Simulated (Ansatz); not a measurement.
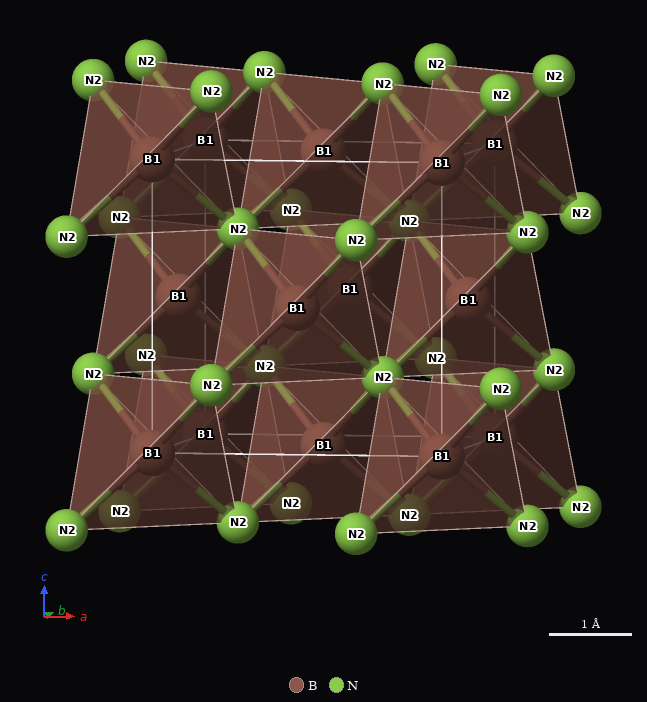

Figure 1. The structure (polyhedral view of the cell 4 times as large as that of the calculation, set on its symmetry axes, seen at an oblique angle; polyhedra are completed across the faces of the cell; atoms are numbered from 1 in the order of the input).

**What a change does: single-point calculation on BN**

System: BN (F-43m, 2 atoms in the cell).
Method of run 1: DFT, HSE06, PAW, plane waves (Ansatz 0.2.0).

The structure was built on a prototype by a generator. Text and figures count atoms from 1; the logs count them from 0 in places.

Input, run 1:
```yaml
crystal:
  lattice:
    - [0.000000, 1.802898, 1.802898]
    - [1.802898, 0.000000, 1.802898]
    - [1.802898, 1.802898, 0.000000]
  atoms:
    - { symbol: B, position: [0.000000, 0.000000, 0.000000] }
    - { symbol: N, position: [0.250000, 0.250000, 0.250000] }
kpoints:
  mp_grid: { grid: [11, 11, 11] }
  band_path: { path: [VBM, CBM], npoints: 2 }
hamiltonian:
  xc: hse06
scf:
  occupations: { method: fermi_dirac, width: 0.01 }
output:
  forces: true
  eigenvalues: true
  populations: true
```

Hardware: 7 CPU threads, shared host.

Output, shortened to warnings, some set-up lines, iterations and results (run 1):
```
Basis set: ecut = 420 eV, 259 PW (Γ), exchange–correlation on 36×36×36 points (8 copies of the dense FFT grid, shifted against one another)
Symmetry: 24 space group operations
k-points: 56 of 1331 (time reversal used)
Initial density: superposition of atomic densities (neutral atoms: chi_scale 0, normalization atom), corrected by the library's trained network
[...]
SCF iter   1: F=—  HF=-542.272418 eV  |F-HF|=—  |Δ(HF+E_count)|=         —  Δρ=1.52e-3  dr2=1.11e-4  ethr=1.77e-3  ⟨swp⟩=2.0  Hψ=2871  notcnv=0
SCF iter   2: F=-542.272650 eV  HF=-542.272587 eV  |F-HF|=6.25e-5  |Δ(HF+E_count)|=   1.69e-4  Δρ=8.08e-4  dr2=1.95e-5  ethr=1.38e-6  ⟨swp⟩=2.5  Hψ=915  notcnv=0  defer=5
SCF 1 stopped early in 2 iterations: F = -542.272650 eV  dr2 = 1.95e-5
SCF iter   1: F=—  HF=-542.454467 eV  |F-HF|=—  |Δ(HF+E_count)|=         —  Δρ=9.36e-3  dr2=4.89e-3  ethr=2.44e-6  ⟨swp⟩=5.4  Hψ=2102  notcnv=0
SCF iter   2: F=—  HF=-542.452568 eV  |F-HF|=—  |Δ(HF+E_count)|=   1.90e-3  Δρ=4.28e-3  dr2=8.82e-4  ethr=2.44e-6  ⟨swp⟩=3.2  Hψ=1352  notcnv=0
SCF iter   3: F=—  HF=-542.454302 eV  |F-HF|=—  |Δ(HF+E_count)|=   1.73e-3  Δρ=1.45e-3  dr2=2.11e-4  ethr=2.44e-6  ⟨swp⟩=3.2  Hψ=1233  notcnv=0
SCF iter   4: F=—  HF=-542.454239 eV  |F-HF|=—  |Δ(HF+E_count)|=   6.24e-5  Δρ=5.32e-4  dr2=3.20e-5  ethr=2.44e-6  ⟨swp⟩=3.0  Hψ=1035  notcnv=0  defer=1
SCF iter   5: F=-542.454230 eV  HF=-542.454230 eV  |F-HF|=2.84e-7  |Δ(HF+E_count)|=   9.16e-6  Δρ=8.99e-5  dr2=2.04e-6  ethr=6.60e-9  ⟨swp⟩=3.0  Hψ=1481  notcnv=0
SCF 2 stopped early in 5 iterations: F = -542.454230 eV  dr2 = 2.04e-6
SCF iter   1: F=—  HF=-542.454271 eV  |F-HF|=—  |Δ(HF+E_count)|=         —  Δρ=8.80e-5  dr2=7.66e-7  ethr=5.74e-7  ⟨swp⟩=3.3  Hψ=1019  notcnv=0
SCF iter   2: F=-542.454270 eV  HF=-542.454270 eV  |F-HF|=9.53e-10  |Δ(HF+E_count)|=   1.94e-7  Δρ=1.41e-5  dr2=3.95e-8  ethr=8.37e-9  ⟨swp⟩=2.9  Hψ=771  notcnv=0
SCF 3 converged in 2 iterations: F = -542.454270 eV  dr2 = 3.95e-8
  Residual-converged pass: ⟨swp⟩=3.0  Hψ=846  notcnv=0  max |occ|·‖R‖ = 6.6e-6 eV (tolerance 6.7e-6 eV)  dr2=3.88e-8  dr2_onsite=1.25e-9  max |Δocc| = 0.0e0
hybrid outer 2: dexx = +1.636e-7 eV, tail = 8.33e-8 eV, Δε = 1.59e-3 eV (about 1.84e-4 eV left of the loop's levels)
NSCF: frozen V_eff on 16 k-points
NSCF: frozen V_eff on 16 k-points
NSCF: frozen V_eff on 16 k-points
NSCF: frozen V_eff on 5 k-points
NSCF: frozen V_eff on 5 k-points
NSCF: frozen V_eff on 5 k-points
NSCF: frozen V_eff on 5 k-points
NSCF: frozen V_eff on 5 k-points
NSCF: frozen V_eff on 5 k-points
NSCF: frozen V_eff on 3 k-points
NSCF: frozen V_eff on 3 k-points
hybrid SCF converged: 2 outer / 7 inner (+2 warm-up), last move |dexx| = 1.64e-7 eV, tail = 8.33e-8 eV
Stability not checked: this state was not tested for a lower state beside it, because the functional holds exact exchange (a hybrid, or Hartree-Fock), whose exchange loop this test does not read (fock_operator; see scf.lower_state_search)
Free energy (F): -542.454270 eV
Harris-Foulkes:  -542.454270 eV  (|F-HF|=9.53e-10)
Internal energy: -542.454270 eV  (E = F + TS)
E sigma→0 (E₀):  -542.454270 eV
Fermi energy:    13.389810 eV
--- Per-component energies (eV) ---
  E_band       = 14.431453
  E_kinetic    = 186.053312
  E_local      = -173.467918  (includes V_loc(G=0)·N_el)
  E_nonlocal   = 55.567919
  E_hartree    = 48.884243
  E_xc         = -75.761033
  E_vxc        = -93.299509  (∫ρ·V_xc dr)
  E_exx        = -19.592575  (= α·E_x^exact, valence–valence)
  E_paw        = -204.804170  (= ΣΔE_a)
  E_vpaw       = -19.006020  (= ΣTr[D̂ρ^β])
  E_aug_tail   = 0.000103  (compensation charges beyond the density's cutoff)
  E_ewald      = -359.299447
  E_core_change = -0.034703  (= ΣΔE_core)
  E_smearing   = -0.000000  (= −TS)
  E_closure    = -0.000002  (closes the sum)
  Σ components = -542.454270   (vs F -542.454270, Δ=0.00e0)
--- Forces (eV/Å), atoms counted from 1 ---
  atom   1  B      0.00000000    -0.00000000     0.00000000
  atom   2  N     -0.00000000     0.00000000     0.00000000
  max |Σ_I F_I| component: 3.89e-16 eV/Å
--- Löwdin populations: 2 sites ---
  site symbol       q [e]
     0      B      2.6628
     1      N      5.3073
  spilling = 0.003735 (of n_electrons = 8.000000)
```

The input of run 2 differs as follows (lines with − go, lines with + come):
```diff
-  xc: hse06
+  xc: r2scan
```

How does run 2 compare with run 1?

The total energies belong to different methods, so their difference says nothing on which is more stable or more accurate. The functional changes from HSE06 to r2SCAN. The SCF takes 6 iterations against 9. The default cutoff goes from 420 to 500 eV with the change. The plane waves at Γ go from 259 to 307.

Output, shortened to warnings, some set-up lines, iterations and results (run 2):
```
Basis set: ecut = 500 eV, 307 PW (Γ), exchange–correlation on 80×80×80 points (64 copies of the dense FFT grid, shifted against one another)
Symmetry: 24 space group operations
k-points: 56 of 1331 (time reversal used)
Initial density: superposition of atomic densities (neutral atoms: chi_scale 0, normalization atom), corrected by the library's trained network
[...]
SCF iter   1: F=—  HF=-543.913604 eV  |F-HF|=—  |Δ(HF+E_count)|=         —  Δρ=1.17e-2  dr2=1.21e-2  dr2_τ=3.32e-1  ethr=1.77e-3  ⟨swp⟩=4.9  Hψ=3077  notcnv=0
SCF iter   2: F=—  HF=-544.006202 eV  |F-HF|=—  |Δ(HF+E_count)|=   9.26e-2  Δρ=6.55e-3  dr2=1.86e-3  dr2_τ=2.24e-4  ethr=1.51e-4  ⟨swp⟩=2.0  Hψ=1346  notcnv=0
SCF iter   3: F=—  HF=-544.006447 eV  |F-HF|=—  |Δ(HF+E_count)|=   2.45e-4  Δρ=1.56e-3  dr2=1.04e-4  dr2_τ=2.88e-5  ethr=2.33e-5  ⟨swp⟩=2.9  Hψ=809  notcnv=0
SCF iter   4: F=—  HF=-544.006461 eV  |F-HF|=—  |Δ(HF+E_count)|=   1.40e-5  Δρ=1.58e-4  dr2=1.49e-6  dr2_τ=1.66e-7  ethr=1.30e-6  ⟨swp⟩=2.8  Hψ=768  notcnv=0
SCF iter   5: F=—  HF=-544.006462 eV  |F-HF|=—  |Δ(HF+E_count)|=   1.23e-6  Δρ=6.08e-5  dr2=3.54e-7  dr2_τ=1.62e-8  ethr=1.86e-8  ⟨swp⟩=2.6  Hψ=673  notcnv=0
SCF iter   6: F=-544.006462 eV  HF=-544.006462 eV  |F-HF|=2.19e-9  |Δ(HF+E_count)|=   2.32e-9  Δρ=1.02e-5  dr2=8.55e-9  dr2_τ=2.21e-10  ethr=1.25e-9  ⟨swp⟩=5.0  Hψ=2240  …
SCF 1 converged in 6 iterations: F = -544.006462 eV  dr2 = 8.55e-9
NSCF: frozen V_eff on 16 k-points
NSCF: frozen V_eff on 16 k-points
NSCF: frozen V_eff on 16 k-points
NSCF: frozen V_eff on 5 k-points
NSCF: frozen V_eff on 5 k-points
NSCF: frozen V_eff on 11 k-points
NSCF: frozen V_eff on 9 k-points
NSCF: frozen V_eff on 5 k-points
NSCF: frozen V_eff on 11 k-points
NSCF: frozen V_eff on 7 k-points
NSCF: frozen V_eff on 6 k-points
NSCF: frozen V_eff on 4 k-points
NSCF: frozen V_eff on 6 k-points
NSCF: frozen V_eff on 4 k-points
NSCF: frozen V_eff on 6 k-points
NSCF: frozen V_eff on 4 k-points
NSCF: frozen V_eff on 4 k-points
NSCF: frozen V_eff on 2 k-points
NSCF: frozen V_eff on 3 k-points
SCF converged after 6 iterations
Free energy (F): -544.006462 eV
Harris-Foulkes:  -544.006462 eV  (|F-HF|=2.19e-9)
Internal energy: -544.006462 eV  (E = F + TS)
E sigma→0 (E₀):  -544.006462 eV
Fermi energy:    13.686855 eV
--- Per-component energies (eV) ---
  E_band       = 22.611071
  E_kinetic    = 186.365200
  E_local      = -174.463158  (includes V_loc(G=0)·N_el)
  E_nonlocal   = 55.916458
  E_hartree    = 49.440214
  E_xc         = -92.415138
  E_vxc        = -127.909630  (∫ρ·V_xc dr)
  E_paw        = -209.502602  (= ΣΔE_a)
  E_vpaw       = -23.180240  (= ΣTr[D̂ρ^β])
  E_aug_tail   = 0.000017  (compensation charges beyond the density's cutoff)
  E_vtau       = 7.003052  (kinetic-family band-sum trace: ∫τ·v_τ [+ j·A + Jᵃ·Aᵃ] dr)
  E_ewald      = -359.299447
  E_core_change = -0.048007  (= ΣΔE_core)
  E_smearing   = -0.000000  (= −TS)
  E_closure    = -0.000000  (closes the sum)
  Σ components = -544.006462   (vs F -544.006462, Δ=0.00e0)
--- Forces (eV/Å), atoms counted from 1 ---
  atom   1  B      0.00000000    -0.00000000    -0.00000000
  atom   2  N     -0.00000000    -0.00000000    -0.00000000
  max |Σ_I F_I| component: 6.66e-16 eV/Å
--- Löwdin populations: 2 sites ---
  site symbol       q [e]
     0      B      2.6450
     1      N      5.3244
  spilling = 0.003828 (of n_electrons = 8.000000)
```

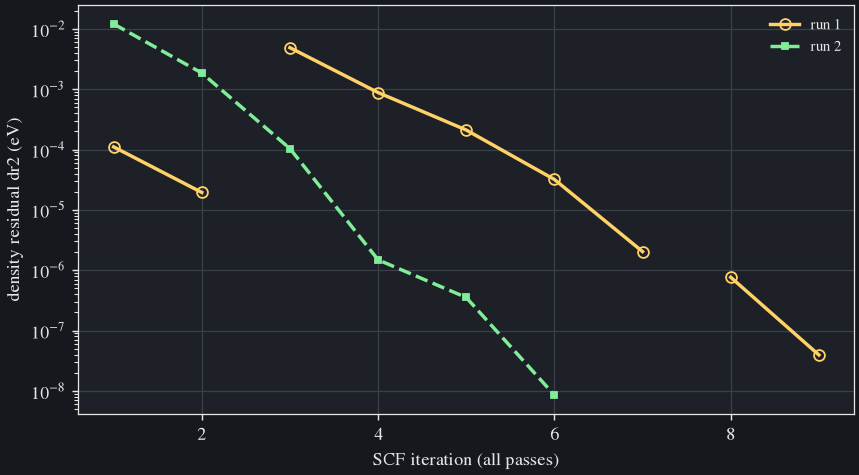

Figure 2. Convergence of the two runs: density residual dr2 against the SCF iteration. A break in a curve parts two SCF passes. Run 1 takes 9 iterations in all, and run 2 takes 6.

The two runs side by side:

| quantity | run 1 | run 2 |
| --- | --- | --- |
| outcome | converged | converged |
| free energy per atom (eV) | −271.2271 | −272.0032 |
| largest force (eV/Å) | 0.000 | 0.000 |
| SCF iterations | 9 | 6 |
| irreducible k-points | 56 | 56 |
| plane waves at Γ | 259 | 307 |
| wall time (shared host) | 2 min | 0.9 s |
